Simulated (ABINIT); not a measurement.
## Run report: WS₂, dielectric calculation (part 3 of 3)

Continued. System: WS₂ (P6₃/mmc, 6 atoms in the cell). Method: Kohn-Sham DFT of a periodic cell, LDA, PseudoDojo NC SR LDA v0.4.1 standard, no spin polarisation (ABINIT 10.8.3); cutoff 952.4 eV, 8×8×4 k-mesh, fixed occupations. The structure derives from an entry of the Crystallography Open Database.

Geometry of the input (Å; fractional positions):
```
3.1800  0.0000  0.0000
-1.5900  2.7540  0.0000
0.0000  0.0000  12.5000
S  0.3333  0.6667  0.6250
S  0.6667  0.3333  0.1250
S  0.3333  0.6667  0.8750
S  0.6667  0.3333  0.3750
W  0.3333  0.6667  0.2500
W  0.6667  0.3333  0.7500
```

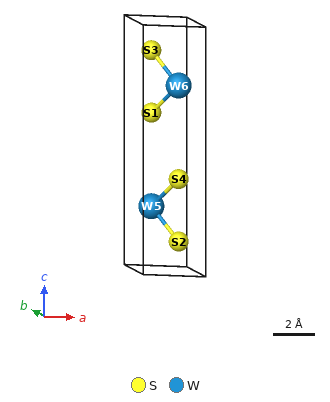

Figure 1. The structure (ball-and-stick view of the cell of the calculation, seen slightly off an axis; atoms are numbered from 1 in the order of the input).

### What the program printed, continued
```
 Mean square residual over all n,k,spin=   57.868E-20; max=  99.883E-20
 dfpt_looppert : ek2=    7.3582631616E+00
          f-sum rule ratio=    1.0000019790E+00
 Expectation of eigenvalue derivatives (hartree) for nkpt= 128  k points:
  (in case of degenerate eigenvalues, averaged derivative)
 kpt#   1, nband= 26, wtk=  0.00781, kpt=  0.0000  0.0000  0.1250 (reduced coord)
   0.00000   -0.00000    0.00000   -0.00000    0.00000    0.00000    0.00000    0.00000
   0.00357   -0.00502    0.00874   -0.00779    0.01698   -0.02746    0.04042    0.00024
   0.00024   -0.00025   -0.00025    0.00094    0.00094   -0.00094   -0.00094   -0.09364
   0.07510   -0.01072
 prteigrs : prtvol=0 or 1, do not print more k-points.

 2DEtotal=   -0.3719152194E+01 Ha. Also 2DEtotal=   -0.101203286862E+03 eV
    (  non-var. 2DEtotal :   -3.7191521929E+00 Ha)
================================================================================

 ---- first-order wavefunction calculations are completed ----

 Total localisation tensor (bohr^2) in cartesian coordinates
  WARNING : still subject to testing - especially symmetries.
      direction              matrix element
   alpha     beta       real part   imaginary part
     1        1       2.4267205803   -0.0000000000
     1        2      -0.8406406684    0.0000000000
     1        3       0.0000000000    0.0000000000
     2        1      -0.8406406684    0.0000000000
     2        2       1.4560323485   -0.0000000000
     2        3       0.0000000000    0.0000000000
     3        1       0.0000000000    0.0000000000
     3        2       0.0000000000    0.0000000000
     3        3       1.2245405653   -0.0000000000

 respfn : d/dk was computed, but no 2DTE, so no DDB output.

================================================================================
== DATASET  3 ==================================================================

--- !DatasetInfo
iteration_state: {dtset: 3, }
dimensions: {natom: 6, nkpt: 128, mband: 26, nsppol: 1, nspinor: 1, nspden: 1, mpw: 7334, }
cutoff_energies: {ecut:  35.0, pawecutdg:  -1.0, }
electrons: {nelect:   5.20000000E+01, charge:   0.00000000E+00, occopt:   1.00000000E+00, tsmear:   1.00000000E-02, }
meta: {optdriver: 1, rfelfd: 3, }
...

 mkfilename : getwfk/=0, take file _WFK from output of DATASET   1.

 mkfilename : getddk/=0, take file _1WF from output of DATASET   2.

 Exchange-correlation functional for the present dataset will be:
  LDA: Perdew-Wang 92 LSD fit to Ceperley-Alder data - ixc=7
  J.P.Perdew and Y.Wang, PRB 45, 13244 (1992)

 Real(R)+Recip(G) space primitive vectors, cartesian coordinates (Bohr,Bohr^-1):
 R(1)=  6.0093291  0.0000000  0.0000000  G(1)=  0.1664079  0.0960757  0.0000000
 R(2)= -3.0046645  5.2042316  0.0000000  G(2)=  0.0000000  0.1921513  0.0000000
 R(3)=  0.0000000  0.0000000 23.6215766  G(3)=  0.0000000  0.0000000  0.0423342
 Unit cell volume ucvol=  7.3873978E+02 bohr^3
 Angles (23,13,12)=  9.00000000E+01  9.00000000E+01  1.20000000E+02 degrees
 setup1 : take into account q-point for computing boxcut.

 getcut: wavevector=  0.0000  0.0000  0.0000  ngfft=  36  36 128
         ecut(hartree)=     35.000   => boxcut(ratio)=   2.03471
--------------------------------------------------------------------------------

 ==>  initialize data related to q vector <==

 The list of irreducible perturbations for this q vector is:
    1)    idir= 1    ipert=   8
    2)    idir= 3    ipert=   8

================================================================================

 The perturbation idir=   2  ipert=   8 is
 symmetric of a previously calculated perturbation.
 So, its SCF calculation is not needed.

--------------------------------------------------------------------------------
 Perturbation wavevector (in red.coord.)   0.000000  0.000000  0.000000
 Perturbation : homogeneous electric field along direction   1
 The set of symmetries contains only one element for this perturbation.
 symkpt : not enough symmetry to change the number of k points.

--------------------------------------------------------------------------------

--------------------------------------------------------------------------------

 Initialisation of the first-order wave-functions :
  ireadwf=   0

--- !BeginCycle
iteration_state: {dtset: 3, }
solver: {iscf: 7, nstep: 80, nline: 4, wfoptalg: 0, }
tolerances: {tolvrs: 1.00E-09, }
...

     iter   2DEtotal(Ha)        deltaE(Ha) residm    vres2
-ETOT  1  -1034.6956055264     -1.035E+03 1.597E+02 9.109E+04
 ETOT  2  -1099.1153266506     -6.442E+01 2.217E+00 1.351E+04
 ETOT  3  -1106.3749792304     -7.260E+00 1.192E-01 3.433E+02
 ETOT  4  -1106.4919915057     -1.170E-01 3.656E-02 4.543E+02
 ETOT  5  -1106.5375185280     -4.553E-02 2.608E-03 5.539E+01
 ETOT  6  -1106.5422633039     -4.745E-03 1.487E-03 1.437E+00
 ETOT  7  -1106.5425545721     -2.913E-04 1.073E-04 8.959E-01
 ETOT  8  -1106.5426357222     -8.115E-05 6.250E-05 2.629E-02
 ETOT  9  -1106.5426452086     -9.486E-06 4.603E-06 6.086E-04
 ETOT 10  -1106.5426467233     -1.515E-06 2.764E-06 1.111E-04
 ETOT 11  -1106.5426470100     -2.867E-07 1.974E-07 5.522E-06
 ETOT 12  -1106.5426470624     -5.233E-08 1.212E-07 2.039E-05
 ETOT 13  -1106.5426470742     -1.181E-08 8.748E-09 8.572E-07
 ETOT 14  -1106.5426470762     -2.081E-09 5.357E-09 1.761E-08
 ETOT 15  -1106.5426470767     -4.491E-10 3.814E-10 8.307E-08
 ETOT 16  -1106.5426470768     -8.777E-11 2.405E-10 2.898E-09
 ETOT 17  -1106.5426470768      2.046E-12 1.562E-11 3.728E-10

 At SCF step   17       vres2   =  3.73E-10 < tolvrs=  1.00E-09 =>converged.
-open ddk wf file :runo_DS2_1WF19
-open ddk wf file :runo_DS2_1WF20
-open ddk wf file :runo_DS2_1WF21
================================================================================

 ----iterations are completed or convergence reached----

 Mean square residual over all n,k,spin=   41.869E-15; max=  15.619E-12

 2DEtotal=   -0.1106542647E+04 Ha. Also 2DEtotal=   -0.301105593673E+05 eV
    (  non-var. 2DEtotal :   -1.1065426308E+03 Ha)

--------------------------------------------------------------------------------
 Perturbation wavevector (in red.coord.)   0.000000  0.000000  0.000000
 Perturbation : homogeneous electric field along direction   3
 The set of symmetries contains only one element for this perturbation.
 symkpt : not enough symmetry to change the number of k points.

--------------------------------------------------------------------------------

--------------------------------------------------------------------------------

 Initialisation of the first-order wave-functions :
  ireadwf=   0

--- !BeginCycle
iteration_state: {dtset: 3, }
solver: {iscf: 7, nstep: 80, nline: 4, wfoptalg: 0, }
tolerances: {tolvrs: 1.00E-09, }
...

     iter   2DEtotal(Ha)        deltaE(Ha) residm    vres2
-ETOT  1   24.691986891275      2.469E+01 5.811E-01 4.971E+05
 ETOT  2   11.245386751839     -1.345E+01 2.400E-01 3.104E+05
 ETOT  3  -20.316210690150     -3.156E+01 9.833E-02 8.291E+02
 ETOT  4  -20.439789653332     -1.236E-01 3.138E-03 1.341E+02
 ETOT  5  -20.451177260869     -1.139E-02 1.315E-04 1.514E+01
 ETOT  6  -20.452607874701     -1.431E-03 2.767E-05 3.035E-02
 ETOT  7  -20.452627948361     -2.007E-05 3.234E-06 1.585E-02
 ETOT  8  -20.452630280868     -2.333E-06 4.293E-07 2.024E-03
 ETOT  9  -20.452630637742     -3.569E-07 3.675E-08 4.564E-07
 ETOT 10  -20.452630659993     -2.225E-08 8.163E-09 4.822E-06
 ETOT 11  -20.452630663730     -3.737E-09 1.573E-09 9.563E-07
 ETOT 12  -20.452630664374     -6.437E-10 3.403E-10 1.160E-09
 ETOT 13  -20.452630664464     -8.994E-11 6.886E-11 2.617E-08
 ETOT 14  -20.452630664485     -2.085E-11 1.439E-11 1.411E-09
 ETOT 15  -20.452630664487     -2.789E-12 3.044E-12 1.524E-09
 ETOT 16  -20.452630664488     -2.593E-13 5.994E-13 1.357E-10

 At SCF step   16       vres2   =  1.36E-10 < tolvrs=  1.00E-09 =>converged.
-open ddk wf file :runo_DS2_1WF19
-open ddk wf file :runo_DS2_1WF20
-open ddk wf file :runo_DS2_1WF21
================================================================================

 ----iterations are completed or convergence reached----

 Mean square residual over all n,k,spin=   22.658E-16; max=  59.941E-14

 2DEtotal=   -0.2045263066E+02 Ha. Also 2DEtotal=   -0.556544432758E+03 eV
    (  non-var. 2DEtotal :   -2.0452630742E+01 Ha)
================================================================================

 ---- first-order wavefunction calculations are completed ----

 ==> Compute Derivative Database <==
 The violation of the charge neutrality conditions
 by the effective charges is as follows :
    atom        electric field
 displacement     direction
       1               1       -0.013623        0.000000
       1               2        0.000000        0.000000
       1               3        0.000000        0.000000
       2               1        0.000000        0.000000
       2               2       -0.013623        0.000000
       2               3        0.000000        0.000000
       3               1        0.000000        0.000000
       3               2        0.000000        0.000000
       3               3       -0.000105        0.000000

 Effective charge tensors after
 imposition of the charge neutrality (if requested by user),
 and eventual restriction to some part :
   atom    displacement
         1         1    3.091429E-01    0.000000E+00    0.000000E+00
         1         2   -9.854544E-16    3.091429E-01    0.000000E+00
         1         3    0.000000E+00    0.000000E+00    2.405721E-01
         2         1    3.091429E-01    0.000000E+00    0.000000E+00
         2         2    3.468133E-16    3.091429E-01    0.000000E+00
         2         3    0.000000E+00    0.000000E+00    2.405721E-01
         3         1    3.091429E-01    0.000000E+00    0.000000E+00
         3         2    3.468133E-16    3.091429E-01    0.000000E+00
         3         3    0.000000E+00    0.000000E+00    2.405721E-01
         4         1    3.091429E-01    0.000000E+00    0.000000E+00
         4         2    1.712131E-15    3.091429E-01    0.000000E+00
         4         3    0.000000E+00    0.000000E+00    2.405721E-01
         5         1   -6.182859E-01    0.000000E+00    0.000000E+00
         5         2   -2.280988E-15   -6.182859E-01    0.000000E+00
         5         3    0.000000E+00    0.000000E+00   -4.811442E-01
         6         1   -6.182859E-01    0.000000E+00    0.000000E+00
         6         2    8.606857E-16   -6.182859E-01    0.000000E+00
         6         3    0.000000E+00    0.000000E+00   -4.811442E-01
 Now, the imaginary part of the dynamical matrix is zeroed

  Dielectric tensor, in cartesian coordinates,
     j1       j2             matrix element
  dir pert dir pert     real part    imaginary part

   1    8   1    8        13.9133829191        -0.0000000000

   2    8   2    8        13.9133829187        -0.0000000000

   3    8   3    8         5.9172872525        -0.0000000000

  Effective charges, in cartesian coordinates,
  (from electric field response)
   if specified in the inputs, charge neutrality has been imposed
     j1       j2             matrix element
  dir pert dir pert     real part    imaginary part

   1    1   1    8         0.3091429324         0.0000000000
   1    2   1    8         0.3091429324         0.0000000000
   1    3   1    8         0.3091429324         0.0000000000
   1    4   1    8         0.3091429324         0.0000000000
   1    5   1    8        -0.6182858645         0.0000000000
   1    6   1    8        -0.6182858645         0.0000000000

   2    1   2    8         0.3091429324         0.0000000000
   2    2   2    8         0.3091429324         0.0000000000
   2    3   2    8         0.3091429324         0.0000000000
   2    4   2    8         0.3091429324         0.0000000000
   2    5   2    8        -0.6182858645         0.0000000000
   2    6   2    8        -0.6182858645         0.0000000000

   3    1   3    8         0.2405720997         0.0000000000
   3    2   3    8         0.2405720997         0.0000000000
   3    3   3    8         0.2405720997         0.0000000000
   3    4   3    8         0.2405720997         0.0000000000
   3    5   3    8        -0.4811441994         0.0000000000
   3    6   3    8        -0.4811441994         0.0000000000

== END DATASET(S) ==============================================================
================================================================================

 -outvars: echo values of variables after computation  --------
            acell      1.0000000000E+00  1.0000000000E+00  1.0000000000E+00 Bohr
           etotal1    -1.9628377142E+02
           etotal2    -3.7191521941E+00
           etotal3    -2.0452630664E+01
            fcart1    -4.0326976108E-28 -7.8471627281E-28  7.5405748567E-03
                       4.0326976108E-28  1.9833488214E-28  7.5405748567E-03
                       4.4807751231E-29  6.1225115790E-28 -7.5405748567E-03
                       4.4807751231E-29 -1.1210232469E-28 -7.5405748567E-03
                       4.4807751231E-29  9.4855813197E-29 -1.4456028967E-19
                      -1.3442325369E-28 -8.6232557464E-30 -1.4456028966E-19
            fcart3     0.0000000000E+00  0.0000000000E+00  0.0000000000E+00
                       0.0000000000E+00  0.0000000000E+00  0.0000000000E+00
                       0.0000000000E+00  0.0000000000E+00  0.0000000000E+00
                       0.0000000000E+00  0.0000000000E+00  0.0000000000E+00
                       0.0000000000E+00  0.0000000000E+00  0.0000000000E+00
                       0.0000000000E+00  0.0000000000E+00  0.0000000000E+00
            rprim      6.0093290763E+00  0.0000000000E+00  0.0000000000E+00
                      -3.0046645382E+00  5.2042316397E+00  0.0000000000E+00
                       0.0000000000E+00  0.0000000000E+00  2.3621576558E+01
           strten1     2.2282555408E-04  2.2282555425E-04  1.5940521070E-04
                       0.0000000000E+00  0.0000000000E+00  5.4449208935E-14
           strten3     0.0000000000E+00  0.0000000000E+00  0.0000000000E+00
                       0.0000000000E+00  0.0000000000E+00  0.0000000000E+00
           xangst     -1.7638967459E-11  1.8359738547E+00  7.8124999947E+00
                       1.5899999989E+00  9.1798692737E-01  1.5624999989E+00
                      -1.7638967459E-11  1.8359738547E+00  1.0937499993E+01
                       1.5899999989E+00  9.1798692737E-01  4.6874999968E+00
                      -1.7638967459E-11  1.8359738547E+00  3.1249999979E+00
                       1.5899999989E+00  9.1798692737E-01  9.3749999936E+00
             xred      3.3333333333E-01  6.6666666667E-01  6.2500000000E-01
                       6.6666666667E-01  3.3333333333E-01  1.2500000000E-01
                       3.3333333333E-01  6.6666666667E-01  8.7500000000E-01
                       6.6666666667E-01  3.3333333333E-01  3.7500000000E-01
                       3.3333333333E-01  6.6666666667E-01  2.5000000000E-01
                       6.6666666667E-01  3.3333333333E-01  7.5000000000E-01
 Calculation completed.
```

### File anaddb.abo
```
.Version 10.8.3 of ANADDB
================================================================================

 -outvars_anaddb: echo values of input variables ----------------------

 Flags :
     dieflag         2
 Miscellaneous information :
         asr         1

================================================================================

 read the DDB information and perform some checks

  ==== Info on the Cryst% object ====
 Real(R)+Recip(G) space primitive vectors, cartesian coordinates (Bohr,Bohr^-1):
 R(1)=  6.0093291  0.0000000  0.0000000  G(1)=  0.1664079  0.0960757  0.0000000
 R(2)= -3.0046645  5.2042316  0.0000000  G(2)=  0.0000000  0.1921513  0.0000000
 R(3)=  0.0000000  0.0000000 23.6215766  G(3)=  0.0000000  0.0000000  0.0423342
 Unit cell volume ucvol=  7.3873978E+02 bohr^3
 Angles (23,13,12)=  9.00000000E+01  9.00000000E+01  1.20000000E+02 degrees
 Time-reversal symmetry is present
 Reduced atomic positions [iatom, xred, symbol]:
    1)    0.3333333  0.6666667  0.6250000   S
    2)    0.6666667  0.3333333  0.1250000   S
    3)    0.3333333  0.6666667  0.8750000   S
    4)    0.6666667  0.3333333  0.3750000   S
    5)    0.3333333  0.6666667  0.2500000   W
    6)    0.6666667  0.3333333  0.7500000   W

 DDB file with 3 blocks has been read.

================================================================================

 Dielectric Tensor and Effective Charges

 anaddb : Zero the imaginary part of the Dynamical Matrix at Gamma,
   and impose the ASR on the effective charges

 The violation of the charge neutrality conditions
 by the effective charges is as follows :
    atom        electric field
 displacement     direction
       1               1       -0.013623        0.000000
       1               2        0.000000        0.000000
       1               3        0.000000        0.000000
       2               1       -0.000000        0.000000
       2               2       -0.013623        0.000000
       2               3        0.000000        0.000000
       3               1        0.000000        0.000000
       3               2        0.000000        0.000000
       3               3       -0.000105        0.000000

 Effective charge tensors after
 imposition of the charge neutrality (if requested by user),
 and eventual restriction to some part :
   atom    displacement
         1         1    3.091429E-01    0.000000E+00    0.000000E+00
         1         2   -2.921055E-16    3.091429E-01    0.000000E+00
         1         3    0.000000E+00    0.000000E+00    2.405721E-01
         2         1    3.091429E-01    0.000000E+00    0.000000E+00
         2         2   -2.921055E-16    3.091429E-01    0.000000E+00
         2         3    0.000000E+00    0.000000E+00    2.405721E-01
         3         1    3.091429E-01    0.000000E+00    0.000000E+00
         3         2   -2.921055E-16    3.091429E-01    0.000000E+00
         3         3    0.000000E+00    0.000000E+00    2.405721E-01
         4         1    3.091429E-01    0.000000E+00    0.000000E+00
         4         2   -2.921055E-16    3.091429E-01    0.000000E+00
         4         3    0.000000E+00    0.000000E+00    2.405721E-01
         5         1   -6.182859E-01    0.000000E+00    0.000000E+00
         5         2    5.842110E-16   -6.182859E-01    0.000000E+00
         5         3    0.000000E+00    0.000000E+00   -4.811442E-01
         6         1   -6.182859E-01    0.000000E+00    0.000000E+00
         6         2    5.842110E-16   -6.182859E-01    0.000000E+00
         6         3    0.000000E+00    0.000000E+00   -4.811442E-01
 Now, the imaginary part of the dynamical matrix is zeroed

================================================================================

 anaddb : the run completed successfully.
```

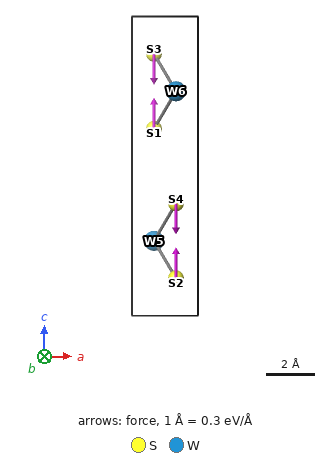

Figure 2. Forces on the atoms as pink arrows (ball-and-stick view of the cell of the calculation, along the b axis; atoms are numbered from 1 in the order of the input). The largest act on all 4 S atoms (0.39 eV/Å). The geometry is not a stationary point of this energy.

### Summary

```csv
quantity,value
outcome,converged
space group (tolerance 0.01 Å),P6₃/mmc (194)
electrons treated,52
free energy,−5341.1535 eV
Fermi energy of the self-consistent step,8.864 eV
pressure,−5.93 GPa
largest force (length of the vector),0.388 eV/Å
"ε∞ (xx, yy, zz)","13.91, 13.91, 5.92"
Born charges (mean of the diagonal),"W5, W6 (−0.57 e); all 4 S atoms (0.29 e)"
hardware,"1 thread of Intel Xeon (Granite Rapids), 128 GiB of memory available, shared host"
wall time,2 h
peak memory,1.2 GiB
```

### Notes

Spin–orbit coupling is left out, which matters for W. The cell is under a tension of 5.9 GPa at this level, so it is not at its equilibrium volume.
